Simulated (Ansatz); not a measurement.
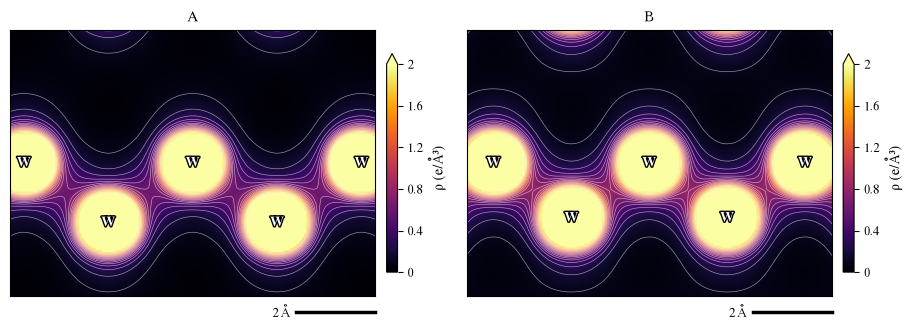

W. The valence pseudo-density of two cells that differ in size, on the (011̄) plane of each (indices in the axes of the calculation cell), at one length scale and on one colour scale; one has 21.4 and the other 27.2 Å³ an atom.

Computed with DFT, r2SCAN, plane waves (500 eV) with PAW, scalar-relativistic in Ansatz 0.2.0.

The density is the valence pseudo-density of a PAW calculation; it isn't the true density close to the nuclei.

The larger cell:

```
W
1.0
     0.00000    3.00730    3.00730
     3.00730    0.00000    3.00730
     3.00730    3.00730    0.00000
W
2
Direct
  0.12500 0.12500 0.12500
  0.87500 0.87500 0.87500
```

The smaller cell: a = 3.924 Å, b = 3.924 Å, c = 3.924 Å, α = 60.00°, β = 60.00°, γ = 60.00°.

Which panel shows the smaller cell, and what does the compression change?

Panel B is the smaller cell, by 21 % in volume. From the larger cell to the smaller, W–W goes from 2.60 to 2.40 Å, and the density at its midpoint from 0.62 to 0.8 e/Å³, the ELF there from 0.60 to 0.45; the pressure goes from −11 to 20 GPa.
